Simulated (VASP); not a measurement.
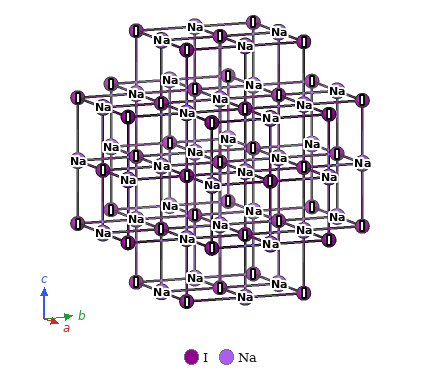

NaI (space group Fm-3m, No. 225): the geometry relaxed with VASP Kohn-Sham DFT of a periodic cell, optPBE-vdW, VASP PAW PBE potentials, recommended (VASP 6.6.1).

Bonds are taken as I–Na below 3.7 Å. Simplification: prune 0- and 1-connected atoms, fold 2-connected ones into links.

What kind of net remains, and which atoms are its nodes?

A uninodal 6-connected, three-periodic net: I and Na are 6-connected nodes.

Does the net have a name?

It is the pcu net, known from NaCl, ReO3 and the B-X framework of perovskite.

Is the net interpenetrated?

It is a single net, without interpenetration.

Give the point symbol of each node (shortest cycle at each angle).

I and Na: 4^12.6^3.
